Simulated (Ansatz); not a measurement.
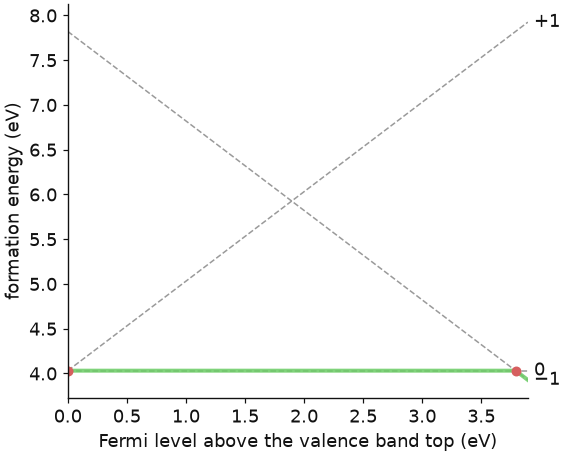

Caption: Formation energy of each charge state against the Fermi level for substitution (removed Hf, added Si) in HfO₂. The thick line follows the lowest charge state; the axis spans the host's computed gap.

The stable charge changes at 0.00 eV (+1/0) and 3.79 eV (0/−1) above the valence band top. The lowest state is +1 at the valence band top, 0 at mid-gap and −1 at the conduction band bottom, 3.89 eV higher. With the Fermi level at mid-gap the formation energy is 4.0 eV against the elements' standard states.

Method: charge states of a point defect in a periodic supercell, each relaxed, energies over the elements' standard states with the Fermi level at the host's valence band top, point-charge and potential alignment terms added, no band filling term, levels over that top; plane waves with PAW datasets; energies extrapolated to zero smearing (Ansatz 0.2.0). Level: PBEsol, allowed.

```
                   setting                                         value
   host atoms in supercell                                            24
               wave cutoff                                        420 eV
                    k mesh                                         2×2×2
               occupations                                      Gaussian
            smearing width                                       0.01 eV
                   k shift                        (0, 0, 0) (mesh steps)
        start displacement                                        0.05 Å
               defect kind                                  substitution
           removed element                                            Hf
             added element                                            Si
              defect place  (0, 0, 0) (fraction of the host cell vector)
                  host gap                                      3.894 eV
static dielectric xx yy zz                         (27.31, 27.31, 31.24)
```

Cell as given: a = 4.830 Å, b = 4.830 Å, c = 3.210 Å, α = 90.00°, β = 90.00°, γ = 90.00°; 6 atoms.

Note: bands overlap; charged cell in a neutralising background; coarse k mesh; fractional moment from partly filled bands; narrow smearing for a metal; potential alignment in doubt; random start near the defect, other minima possible; small supercell; starting moments lost.
